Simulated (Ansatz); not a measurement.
Geometry relaxation, with input and output: C$_{16}$H (part 1 of 3)

C$_{16}$H (slab, 17 atoms in the cell), computed with DFT r2SCAN, scalar-relativistic, plane waves, PAW, no spin polarisation (Ansatz 0.2.0).

The structure derives from a Materials Project entry. The input holds or restrains some coordinates. Forces given for the steps count only the free coordinates. Figures and captions count atoms from 1; the log counts them from 0 in places.

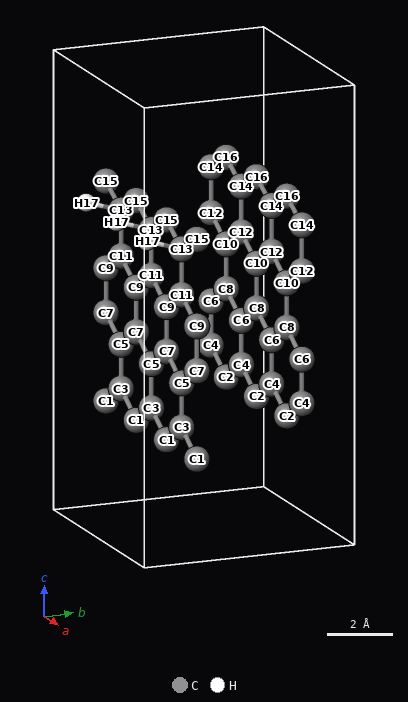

Figure 1. The input geometry (ball-and-stick view of the 3 × 1 repeat of the cell, with the vacuum cut short, seen slightly off an axis; atoms are numbered from 1 in the order of the input). An atom can appear more than once, as a periodic image. Near neighbours in the periodic cell (some may lie outside the picture): C has 2 C at 1.37 to 1.42 Å; C has 3 C at 1.37 to 1.47 Å; C has 3 C at 1.38 to 1.47 Å and 1 H at 1.23 Å; H has 1 C at 1.23 Å.

## Results in brief

| quantity | value |
| --- | --- |
| outcome | converged under the restraints of the input |
| electrons treated | 65 |
| free energy | −4031.9491 eV |
| work function, top face | 4.52 eV |
| work function, bottom face | 6.94 eV |
| Fermi energy | −1.984 eV |
| gap on the k-point mesh | none (metallic) |
| final volume | 463.33 Å³ |
| work function (upper face) | 4.52 eV |
| largest force (length of the vector) at the end, held atoms and coordinates included | 3.302 eV/Å |
| hardware | 2 threads of Intel Xeon @ 2.50GHz (Skylake/Cascade Lake), 192 GiB of memory available, shared host |
| wall time | 34 min (CPU time 66 min) |
| peak memory | 1.9 GiB |

## Remarks

The program warns: the exchange-correlation potential is rough where the density is thin.

## Input file
```yaml
crystal:
  lattice:
    - [2.4557922028, 0.0, 0.0]
    - [0.0, 7.0404094286, 0.0]
    - [0.0, 0.0, 26.7981875914]
  atoms:
    - { symbol: C, position: [0.0, 0.25, 0.3171856294] }
    - { symbol: C, position: [0.5, 0.75, 0.3436398866] }
    - { symbol: C, position: [0.5, 0.25, 0.3436398866] }
    - { symbol: C, position: [0.0, 0.75, 0.3700941437] }
    - { symbol: C, position: [0.5, 0.25, 0.3965484008] }
    - { symbol: C, position: [0.0, 0.75, 0.4230026579] }
    - { symbol: C, position: [0.0, 0.25, 0.4230026579] }
    - { symbol: C, position: [0.5, 0.75, 0.4494569151] }
    - { symbol: C, position: [0.0, 0.25, 0.4764168343] }
    - { symbol: C, position: [0.5, 0.75, 0.5029263512] }
    - { symbol: C, position: [0.5, 0.25, 0.5023174894] }
    - { symbol: C, position: [0.0, 0.75, 0.528837409] }
    - { symbol: C, position: [0.5, 0.25, 0.5572515472] }
    - { symbol: C, position: [0.0, 0.75, 0.5838232343] }
    - { symbol: C, position: [0.0, 0.25, 0.5804301131] }
    - { symbol: C, position: [0.5, 0.75, 0.6067561535] }
    - { symbol: H, position: [0.5, 0.0833333333, 0.5709328353] }
basis:
  ecutwfc: 500
kpoints:
  mp_grid: { grid: [12, 4, 1] }
hamiltonian:
  xc: r2scan
scf:
  occupations: { method: gaussian, width: 0.1 }
output:
  forces: true
  eigenvalues: true
  write_density: true
  write_potential: true
  elf: true
  volumetric_format: npy
relax:
  adjacent_minimum: "off"
  f_tol: 0.03
  max_steps: 70
  constraints: [{ sites: [0, 1, 2, 3, 4, 5, 6, 7] }]
efield:
  axis: 3
  dipole_correction: true
```

Run as:
```bash
ansatz run input.yaml --threads 2 --pin off --max-ram 5120MiB --backend cpu --events-out ev --progress --plain --runs-dir out
```

## Output
```
Engine: ansatz 0.2.0, x86_64-unknown-linux-gnu
Pseudopotentials: kind: paw
Pseudopotential: C, paw, valence charge 4, recommended cutoff 500 eV (meta_gga), C.paw.azcp
Pseudopotential: H, paw, valence charge 1, recommended cutoff 500 eV (meta_gga), H.paw.azcp
Functional definition: r2SCAN
  parameter k0 = 0.174
  parameter k1 = 0.065
  parameter a1 = 4.9479
  exchange = r2scan_x(k0 = k0, k1 = k1, a1 = a1)
  correlation = r2scan_c
Crystal: 17 atoms, lattice volume = 463.335 Å³
Basis set: ecut = 500 eV, 11845 PW (Γ), exchange–correlation on 72×216×800 points (64 copies of the dense FFT grid, shifted against one another)
Bands: 50, of which v1, the nominal top of the filled ones, is band 33 counted from 1 (32 counted from 0)
Symmetry: 2 space group operations
Space group: Pm (ITA 6), of the structure as read, at distance tolerance 7.7e-5 Å
k-points: 21 of 48 (time reversal used)
Non-local potential: C, projectors of the file, l = 0: 2, l = 1: 2, l = 2: 1
Non-local potential: H, projectors of the file, l = 0: 2, l = 1: 1
PAW form: soft (Blöchl's): semilocal exchange-correlation on the pseudo side does not see the compensation charge
PAW frozen core: C, regenerated for the run's functional (the file was generated under x = pbe(κ = 0.804, μ = 0.2195149727645171), c = pbe(β = 0.06672455060314922))
PAW one-centre angular grid: C, 302 points (default); XC on 239 of its mesh's 2573 points in the sphere
PAW one-centre angular grid: H, 302 points (default); XC on 160 Gauss nodes
Initial density: superposition of atomic densities (neutral atoms: chi_scale 0, normalization atom), corrected by the library's trained network
Initial wavefunctions: pseudopotential atomic-orbital guess
Functional: x = r2scan, c = r2scan; τ floored in thin density (d = 2e-4 eV/Å³)
SCF iter   1: F=—  HF=-4027.041552 eV  |F-HF|=—  |Δ(HF+E_count)|=         —  Δρ=2.22e-2  dr2=1.60e1  dr2_τ=2.94e0  ethr=1.77e-3  p=0.015 e·Å  D=5.76e-3 V/Å  ΔV_dip=-0.15 eV  dr2_dipole=6.27e0  V_vac-E_F(+/−)=7.40/7.55 eV  ⟨swp⟩=13.3  Hψ=7424  notcnv=0  defer=144
efield: sawtooth ramp at fractional position 0.9120 (placed from the atoms, in the widest stretch of the axis that holds none; the zero of the levels goes with the place), width 0.1000; the density the first Hamiltonian is built on has a dipole p = 0.015 e·Å; the dipole correction subtracts the counter field D = 5.76e-3 V/Å, which shifts the + side's vacuum level by -0.15 eV against the − side's; the planar-averaged density in the ramp window peaks in size at 2.7e-5 e/Å³
preconditioner: auto → LDOS  [metal: Δε(μ)=0.007 eV  Ē_g=14.833 eV  σ=0.100 eV  W_gap=0.04  n_scr=60 (ndim 8)  ℏωp=13.9 eV  f_vac=0.613  D(μ)=10.22/eV (n_scr^D=60)  β→1.0]
SCF iter   2: F=—  HF=-4027.107690 eV  |F-HF|=—  |Δ(HF+E_count)|=   6.61e-2  Δρ=1.22e-2  dr2=2.40e0  dr2_τ=1.35e-1  ethr=1.77e-3  p=0.050 e·Å  D=1.95e-2 V/Å  ΔV_dip=-0.52 eV  dr2_dipole=1.60e-1  V_vac-E_F(+/−)=6.76/7.28 eV  ⟨swp⟩=2.7  Hψ=1797  notcnv=0  defer=213
SCF iter   3: F=—  HF=-4027.050809 eV  |F-HF|=—  |Δ(HF+E_count)|=   5.69e-2  Δρ=5.19e-3  dr2=2.88e-1  dr2_τ=2.07e-2  ethr=1.77e-3  p=0.034 e·Å  D=1.31e-2 V/Å  ΔV_dip=-0.35 eV  dr2_dipole=2.70e-2  V_vac-E_F(+/−)=6.78/7.13 eV  ⟨swp⟩=2.0  Hψ=916  notcnv=0  defer=213
SCF iter   4: F=—  HF=-4027.047688 eV  |F-HF|=—  |Δ(HF+E_count)|=   3.12e-3  Δρ=3.47e-3  dr2=1.36e-1  dr2_τ=2.83e-3  ethr=4.43e-4  p=0.030 e·Å  D=1.16e-2 V/Å  ΔV_dip=-0.31 eV  dr2_dipole=1.64e-2  V_vac-E_F(+/−)=6.71/7.02 eV  ⟨swp⟩=1.5  Hψ=972  notcnv=0  defer=213
SCF iter   5: F=—  HF=-4027.041015 eV  |F-HF|=—  |Δ(HF+E_count)|=   6.67e-3  Δρ=1.67e-3  dr2=2.40e-2  dr2_τ=1.63e-3  ethr=2.10e-4  p=0.027 e·Å  D=1.05e-2 V/Å  ΔV_dip=-0.28 eV  dr2_dipole=2.48e-3  V_vac-E_F(+/−)=6.66/6.94 eV  ⟨swp⟩=2.4  Hψ=1427  notcnv=0  defer=209
SCF iter   6: F=—  HF=-4027.039263 eV  |F-HF|=—  |Δ(HF+E_count)|=   1.75e-3  Δρ=6.94e-4  dr2=5.41e-3  dr2_τ=6.39e-5  ethr=3.69e-5  p=0.025 e·Å  D=9.77e-3 V/Å  ΔV_dip=-0.26 eV  dr2_dipole=1.06e-3  V_vac-E_F(+/−)=6.65/6.91 eV  ⟨swp⟩=2.2  Hψ=1412  notcnv=0  defer=200
SCF iter   7: F=—  HF=-4027.039122 eV  |F-HF|=—  |Δ(HF+E_count)|=   1.40e-4  Δρ=4.24e-4  dr2=2.56e-3  dr2_τ=1.91e-5  ethr=8.32e-6  p=0.026 e·Å  D=1.00e-2 V/Å  ΔV_dip=-0.27 eV  dr2_dipole=7.18e-4  V_vac-E_F(+/−)=6.65/6.92 eV  ⟨swp⟩=1.8  Hψ=935  notcnv=0  defer=200
SCF iter   8: F=—  HF=-4027.039150 eV  |F-HF|=—  |Δ(HF+E_count)|=   2.77e-5  Δρ=2.15e-4  dr2=5.76e-4  dr2_τ=1.99e-5  ethr=3.94e-6  p=0.027 e·Å  D=1.06e-2 V/Å  ΔV_dip=-0.28 eV  dr2_dipole=9.88e-5  V_vac-E_F(+/−)=6.66/6.94 eV  ⟨swp⟩=1.7  Hψ=1116  notcnv=0  defer=200
SCF iter   9: F=—  HF=-4027.039150 eV  |F-HF|=—  |Δ(HF+E_count)|=   1.34e-7  Δρ=8.67e-5  dr2=6.31e-5  dr2_τ=3.42e-6  ethr=8.87e-7  p=0.027 e·Å  D=1.07e-2 V/Å  ΔV_dip=-0.29 eV  dr2_dipole=4.21e-6  V_vac-E_F(+/−)=6.66/6.95 eV  ⟨swp⟩=2.1  Hψ=1305  notcnv=0  defer=200
SCF iter  10: F=—  HF=-4027.039151 eV  |F-HF|=—  |Δ(HF+E_count)|=   1.23e-6  Δρ=5.81e-5  dr2=2.76e-5  dr2_τ=4.63e-7  ethr=3.46e-8  p=0.028 e·Å  D=1.08e-2 V/Å  ΔV_dip=-0.29 eV  dr2_dipole=1.55e-7  V_vac-E_F(+/−)=6.66/6.95 eV  ⟨swp⟩=32.1  Hψ=12450  notcnv=0
SCF iter  11: F=-4027.039148 eV  HF=-4027.039151 eV  |F-HF|=3.39e-6  |Δ(HF+E_count)|=   4.75e-7  Δρ=2.98e-5  dr2=6.98e-6  dr2_τ=2.02e-7  ethr=3.46e-8  p=0.028 e·Å  D=1.09e-2 V/Å  ΔV_dip=-0.29 eV  dr2_dipole=2.88e-7  V_vac-E_F(+/−)=6.66/6.95 eV  ⟨swp⟩=17.7  Hψ=8865  notcnv=0
SCF 1 converged in 11 iterations: F = -4027.039148 eV  dr2 = 6.98e-6
  greatest PAW one-centre occupation: 0.717 electrons in one spin orbital (limit 2), on the C atom at site 15 (counted from 0), in its partial waves of l = 0
relax step   1: F+E_penalty+E_count = -4027.03914807 eV  Δ(F+E_penalty+E_count) = +0.000e0 eV  max|allowed force component| = 3.481e0 eV/Å  Δτ_max = 0.0000 Å  (11 SCF iters, dr2 threshold 2.25e-5 eV, accepted)
Initial density: handed on by an earlier stage of this run
Initial wavefunctions: those handed on with the density
iter 1 solved again at ethr=3.06e-4 eV; its pass at ethr=3.10e-3 eV (dr2=1.99e-1 eV) is discarded
SCF iter   1: F=—  HF=-4027.318364 eV  |F-HF|=—  |Δ(HF+E_count)|=         —  Δρ=8.14e-3  dr2=2.29e-1  dr2_τ=1.16e-1  ethr=3.06e-4  p=0.028 e·Å  D=1.09e-2 V/Å  ΔV_dip=-0.29 eV  dr2_dipole=3.31e-2  V_vac-E_F(+/−)=6.67/6.96 eV  ⟨swp⟩=1.2  Hψ=3896  notcnv=0  defer=198
efield: sawtooth ramp at fractional position 0.9120 (handed on by an earlier solve), width 0.1000; the density the first Hamiltonian is built on has a dipole p = 0.028 e·Å; the dipole correction subtracts the counter field D = 1.09e-2 V/Å, which shifts the + side's vacuum level by -0.29 eV against the − side's; the planar-averaged density in the ramp window peaks in size at 1.8e-7 e/Å³
eigensolver tolerance schedule calibrated: the retry pair's looser diagonalisation under-reported the residual by θ = 0.13 (0.13/decade); ethr = c·dr2/N_el runs at the constant in force after the calibration composes with the one it found (an armed cap, an earlier calibration), c = 5.7e-2
preconditioner: auto → LDOS  [metal: Δε(μ)=0.009 eV  Ē_g=14.816 eV  σ=0.100 eV  W_gap=0.05  n_scr=60 (ndim 8)  ℏωp=13.9 eV  f_vac=0.617  D(μ)=11.11/eV (n_scr^D=68)  β→1.0]
SCF iter   2: F=—  HF=-4027.334374 eV  |F-HF|=—  |Δ(HF+E_count)|=   1.60e-2  Δρ=5.38e-3  dr2=6.39e-1  dr2_τ=6.11e-3  ethr=2.03e-4  p=0.013 e·Å  D=5.08e-3 V/Å  ΔV_dip=-0.14 eV  dr2_dipole=1.87e-1  V_vac-E_F(+/−)=6.78/6.92 eV  ⟨swp⟩=2.0  Hψ=1673  notcnv=0  defer=198  recentre
SCF iter   3: F=—  HF=-4027.323496 eV  |F-HF|=—  |Δ(HF+E_count)|=   1.09e-2  Δρ=1.38e-3  dr2=1.48e-2  dr2_τ=2.07e-3  ethr=2.03e-4  p=0.018 e·Å  D=6.95e-3 V/Å  ΔV_dip=-0.19 eV  dr2_dipole=4.61e-3  V_vac-E_F(+/−)=6.76/6.94 eV  ⟨swp⟩=2.0  Hψ=1009  notcnv=0  defer=198
SCF iter   4: F=—  HF=-4027.325919 eV  |F-HF|=—  |Δ(HF+E_count)|=   2.42e-3  Δρ=5.39e-4  dr2=3.22e-3  dr2_τ=6.64e-5  ethr=1.31e-5  p=0.013 e·Å  D=5.05e-3 V/Å  ΔV_dip=-0.14 eV  dr2_dipole=3.66e-4  V_vac-E_F(+/−)=6.80/6.93 eV  ⟨swp⟩=2.0  Hψ=1440  notcnv=0  defer=201
SCF iter   5: F=—  HF=-4027.325980 eV  |F-HF|=—  |Δ(HF+E_count)|=   6.06e-5  Δρ=2.90e-4  dr2=2.29e-3  dr2_τ=2.35e-5  ethr=2.85e-6  p=0.010 e·Å  D=4.02e-3 V/Å  ΔV_dip=-0.11 eV  dr2_dipole=5.36e-4  V_vac-E_F(+/−)=6.82/6.93 eV  ⟨swp⟩=2.1  Hψ=1362  notcnv=0  defer=202
SCF iter   6: F=—  HF=-4027.325970 eV  |F-HF|=—  |Δ(HF+E_count)|=   9.13e-6  Δρ=1.16e-4  dr2=1.27e-4  dr2_τ=3.47e-6  ethr=2.03e-6  p=0.009 e·Å  D=3.44e-3 V/Å  ΔV_dip=-0.09 eV  dr2_dipole=1.06e-5  V_vac-E_F(+/−)=6.84/6.93 eV  ⟨swp⟩=1.2  Hψ=853  notcnv=0  defer=202
SCF iter   7: F=-4027.325954 eV  HF=-4027.325980 eV  |F-HF|=2.63e-5  |Δ(HF+E_count)|=   9.96e-6  Δρ=5.04e-5  dr2=2.87e-5  dr2_τ=4.68e-7  ethr=8.84e-8  p=0.008 e·Å  D=3.06e-3 V/Å  ΔV_dip=-0.08 eV  dr2_dipole=6.28e-6  V_vac-E_F(+/−)=6.85/6.93 eV  ⟨swp⟩=27.4  Hψ=11497  notcnv=0
SCF 2 converged in 7 iterations: F = -4027.325954 eV  dr2 = 2.87e-5
relax step   2: F+E_penalty+E_count = -4027.32595417 eV  Δ(F+E_penalty+E_count) = -2.868e-1 eV  max|allowed force component| = 2.637e0 eV/Å  Δτ_max = 0.1511 Å  (7 SCF iters, dr2 threshold 1.00e-4 eV, accepted)
[... from here on the SCF iterations and repeated set-up lines of each step are left out, up to the last step ...]
SCF 3 converged in 7 iterations: F = -4027.500071 eV  dr2 = 5.80e-5
relax step   3: F+E_penalty+E_count = -4027.50007067 eV  Δ(F+E_penalty+E_count) = -1.741e-1 eV  max|allowed force component| = 9.286e-1 eV/Å  Δτ_max = 0.1948 Å  (7 SCF iters, dr2 threshold 1.00e-4 eV, accepted)
SCF 4 converged in 6 iterations: F = -4027.533060 eV  dr2 = 4.39e-5
relax step   4: F+E_penalty+E_count = -4027.53306038 eV  Δ(F+E_penalty+E_count) = -3.299e-2 eV  max|allowed force component| = 5.032e-1 eV/Å  Δτ_max = 0.0787 Å  (6 SCF iters, dr2 threshold 1.00e-4 eV, accepted)
SCF 5 converged in 8 iterations: F = -4027.551369 eV  dr2 = 3.05e-5
relax step   5: F+E_penalty+E_count = -4027.55136935 eV  Δ(F+E_penalty+E_count) = -1.831e-2 eV  max|allowed force component| = 1.165e-1 eV/Å  Δτ_max = 0.1697 Å  (8 SCF iters, dr2 threshold 3.14e-5 eV, accepted)
SCF 6 converged in 12 iterations: F = -4027.569453 eV  dr2 = 4.66e-8
relax step   6: F+E_penalty+E_count = -4027.56945266 eV  Δ(F+E_penalty+E_count) = -1.808e-2 eV  max|allowed force component| = 1.778e-1 eV/Å  Δτ_max = 0.1982 Å  (12 SCF iters, accepted)
SCF 7 converged in 10 iterations: F = -4027.593720 eV  dr2 = 4.92e-7
relax step   7: F+E_penalty+E_count = -4027.59371954 eV  Δ(F+E_penalty+E_count) = -2.427e-2 eV  max|allowed force component| = 3.391e-1 eV/Å  Δτ_max = 0.1902 Å  (10 SCF iters, dr2 threshold 1.98e-6 eV, accepted)
SCF 8 converged in 9 iterations: F = -4027.638480 eV  dr2 = 7.32e-6
relax step   8: F+E_penalty+E_count = -4027.63847968 eV  Δ(F+E_penalty+E_count) = -4.476e-2 eV  max|allowed force component| = 5.899e-1 eV/Å  Δτ_max = 0.1939 Å  (9 SCF iters, dr2 threshold 1.00e-4 eV, accepted)
SCF 9 converged in 9 iterations: F = -4027.739906 eV  dr2 = 3.59e-5
relax step   9: F+E_penalty+E_count = -4027.73990610 eV  Δ(F+E_penalty+E_count) = -1.014e-1 eV  max|allowed force component| = 1.057e0 eV/Å  Δτ_max = 0.1933 Å  (9 SCF iters, dr2 threshold 1.00e-4 eV, accepted)
SCF 10 converged in 9 iterations: F = -4028.021426 eV  dr2 = 7.59e-5
relax step  10: F+E_penalty+E_count = -4028.02142590 eV  Δ(F+E_penalty+E_count) = -2.815e-1 eV  max|allowed force component| = 2.210e0 eV/Å  Δτ_max = 0.1941 Å  (9 SCF iters, dr2 threshold 1.00e-4 eV, accepted)
SCF 11 converged in 9 iterations: F = -4028.676131 eV  dr2 = 7.20e-5
relax step  11: F+E_penalty+E_count = -4028.67613144 eV  Δ(F+E_penalty+E_count) = -6.547e-1 eV  max|allowed force component| = 3.792e0 eV/Å  Δτ_max = 0.1940 Å  (9 SCF iters, dr2 threshold 1.00e-4 eV, accepted)
SCF 12 converged in 10 iterations: F = -4029.726506 eV  dr2 = 6.81e-5
relax step  12: F+E_penalty+E_count = -4029.72650650 eV  Δ(F+E_penalty+E_count) = -1.050e0 eV  max|allowed force component| = 3.858e0 eV/Å  Δτ_max = 0.1942 Å  (10 SCF iters, dr2 threshold 1.00e-4 eV, accepted)
SCF 13 converged in 8 iterations: F = -4030.508079 eV  dr2 = 6.38e-5
relax step  13: F+E_penalty+E_count = -4030.50807867 eV  Δ(F+E_penalty+E_count) = -7.816e-1 eV  max|allowed force component| = 2.998e0 eV/Å  Δτ_max = 0.1948 Å  (8 SCF iters, dr2 threshold 1.00e-4 eV, accepted)
SCF 14 converged in 8 iterations: F = -4030.987831 eV  dr2 = 1.81e-5
relax step  14: F+E_penalty+E_count = -4030.98783138 eV  Δ(F+E_penalty+E_count) = -4.798e-1 eV  max|allowed force component| = 1.636e0 eV/Å  Δτ_max = 0.1949 Å  (8 SCF iters, dr2 threshold 1.00e-4 eV, accepted)
SCF 15 converged in 7 iterations: F = -4031.268818 eV  dr2 = 3.84e-5
relax step  15: F+E_penalty+E_count = -4031.26881802 eV  Δ(F+E_penalty+E_count) = -2.810e-1 eV  max|allowed force component| = 8.555e-1 eV/Å  Δτ_max = 0.1949 Å  (7 SCF iters, dr2 threshold 1.00e-4 eV, accepted)
SCF 16 converged in 6 iterations: F = -4031.458154 eV  dr2 = 1.97e-5
relax step  16: F+E_penalty+E_count = -4031.45815438 eV  Δ(F+E_penalty+E_count) = -1.893e-1 eV  max|allowed force component| = 5.702e-1 eV/Å  Δτ_max = 0.1948 Å  (6 SCF iters, dr2 threshold 1.00e-4 eV, accepted)
SCF 17 converged in 6 iterations: F = -4031.586486 eV  dr2 = 1.24e-5
relax step  17: F+E_penalty+E_count = -4031.58648608 eV  Δ(F+E_penalty+E_count) = -1.283e-1 eV  max|allowed force component| = 5.782e-1 eV/Å  Δτ_max = 0.1986 Å  (6 SCF iters, dr2 threshold 8.89e-5 eV, accepted)
SCF 18 converged in 6 iterations: F = -4031.669734 eV  dr2 = 4.11e-5
relax step  18: F+E_penalty+E_count = -4031.66973403 eV  Δ(F+E_penalty+E_count) = -8.325e-2 eV  max|allowed force component| = 2.894e-1 eV/Å  Δτ_max = 0.1949 Å  (6 SCF iters, dr2 threshold 1.00e-4 eV, accepted)
SCF 19 converged in 8 iterations: F = -4031.724836 eV  dr2 = 1.29e-5
relax step  19: F+E_penalty+E_count = -4031.72483553 eV  Δ(F+E_penalty+E_count) = -5.510e-2 eV  max|allowed force component| = 2.154e-1 eV/Å  Δτ_max = 0.2000 Å  (8 SCF iters, dr2 threshold 2.10e-5 eV, accepted)
SCF 20 converged in 7 iterations: F = -4031.766723 eV  dr2 = 9.90e-6
relax step  20: F+E_penalty+E_count = -4031.76672266 eV  Δ(F+E_penalty+E_count) = -4.189e-2 eV  max|allowed force component| = 1.808e-1 eV/Å  Δτ_max = 0.1945 Å  (7 SCF iters, dr2 threshold 1.16e-5 eV, accepted)
SCF 21 converged in 8 iterations: F = -4031.800963 eV  dr2 = 8.32e-6
relax step  21: F+E_penalty+E_count = -4031.80096281 eV  Δ(F+E_penalty+E_count) = -3.424e-2 eV  max|allowed force component| = 1.638e-1 eV/Å  Δτ_max = 0.1941 Å  (8 SCF iters, dr2 threshold 1.81e-5 eV, accepted)
SCF 22 converged in 7 iterations: F = -4031.831932 eV  dr2 = 1.24e-5
relax step  22: F+E_penalty+E_count = -4031.83193224 eV  Δ(F+E_penalty+E_count) = -3.097e-2 eV  max|allowed force component| = 1.126e-1 eV/Å  Δτ_max = 0.1929 Å  (7 SCF iters, dr2 threshold 1.89e-5 eV, accepted)
SCF 23 converged in 9 iterations: F = -4031.860335 eV  dr2 = 5.40e-6
relax step  23: F+E_penalty+E_count = -4031.86033480 eV  Δ(F+E_penalty+E_count) = -2.840e-2 eV  max|allowed force component| = 9.345e-2 eV/Å  Δτ_max = 0.1970 Å  (9 SCF iters, dr2 threshold 5.99e-6 eV, accepted)
SCF 24 converged in 9 iterations: F = -4031.884789 eV  dr2 = 2.50e-6
```
